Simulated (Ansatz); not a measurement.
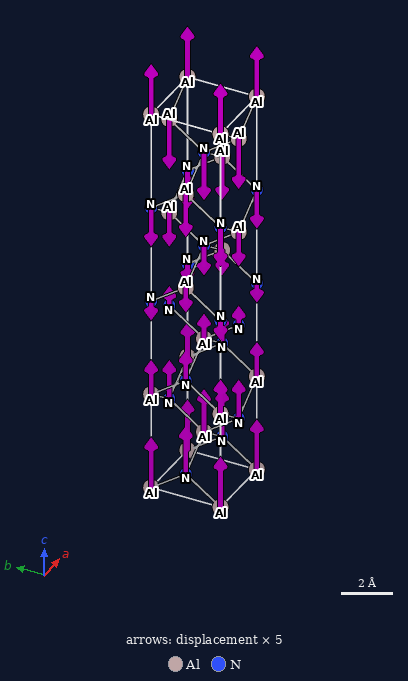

This is a relaxation of an interface cell of composition AlN. The starting structure is drawn; purple arrows show the displacements (the part carried along by the change of the cell is left out), 5 times their true length.

A ball-and-stick model of the cell of the calculation, reduced to other axes, seen from a free direction. Lengths and directions refer to the drawn axes.

Case: antiphase boundary on (0 0 1), species swapped.

Theory: DFT PBE, scalar-relativistic, plane waves, PAW in Ansatz 0.2.0.

Input
```yaml
crystal:
  lattice:
    - [3.113514336, 0.0, 0.0]
    - [0.0, 3.113514336, 0.0]
    - [0.0, 0.0, 17.6126968024]
  atoms:
    - { symbol: Al, position: [0.0, 0.0, 0.0] }
    - { symbol: Al, position: [0.5, 0.5, 0.125] }
    - { symbol: "N", position: [0.0, 0.5, 0.1875] }
    - { symbol: "N", position: [0.5, 0.0, 0.0625] }
    - { symbol: Al, position: [0.0, 0.0, 0.25] }
    - { symbol: Al, position: [0.5, 0.5, 0.375] }
    - { symbol: "N", position: [0.0, 0.5, 0.4375] }
    - { symbol: "N", position: [0.5, 0.0, 0.3125] }
    - { symbol: "N", position: [0.0, 0.0, 0.5] }
    - { symbol: "N", position: [0.5, 0.5, 0.625] }
    - { symbol: Al, position: [0.0, 0.5, 0.6875] }
    - { symbol: Al, position: [0.5, 0.0, 0.5625] }
    - { symbol: "N", position: [0.0, 0.0, 0.75] }
    - { symbol: "N", position: [0.5, 0.5, 0.875] }
    - { symbol: Al, position: [0.0, 0.5, 0.9375] }
    - { symbol: Al, position: [0.5, 0.0, 0.8125] }
basis:
  ecutwfc: 420
kpoints:
  mp_grid: { grid: [8, 8, 2] }
hamiltonian:
  xc: pbe
scf:
  occupations: { method: gaussian, width: 0.05 }
output:
  forces: true
  stress: true
  eigenvalues: true
  populations: true
  write_density: true
  write_potential: true
  elf: true
  volumetric_format: npy
relax:
  adjacent_minimum: "off"
  f_tol: 0.02
  max_steps: 45
  cell: { fix: [a, b, alpha, beta, gamma], stress_tol: 0.1 }
```

Run as
```bash
ansatz run input.yaml --threads 2 --pin off --max-ram 5120MiB --backend cpu --events-out ev --progress --plain --runs-dir out
```

Question: Describe the change and its energy.

Answer: After 7 accepted moves (9 points after the start) the energy has fallen by 7.016 eV per cell of the calculation. Largest force component: 15 eV/Å at the start, 0.0051 eV/Å at the end. Pressure: 15.20 GPa at the start and 1.54 GPa at the end. At 2 points the geometry stayed and the basis and grid were re-selected for the new cell (energy shift of 26.3 meV per cell of the calculation at most each time). The largest moves relative to the cell, 0.49 Å, are those of Al1 and Al15. Al1 goes along +c. Largest moves by element: Al 0.49 Å, N 0.47 Å. Cell: a = b unchanged at 3.114 Å, c 17.613 → 18.274 Å (+3.8 %). Volume +3.8 %. Near-neighbour distances that change, for instance: Al1–Al15 1.907 → 2.629 Å, Al1–N4 1.907 → 1.918 Å, Al2–N4 1.907 → 1.903 Å. Bond angles that change, for instance: Al15–Al1–Al15 109.5° → 72.6°, N4–Al1–Al15 109.5° → 118.1°.
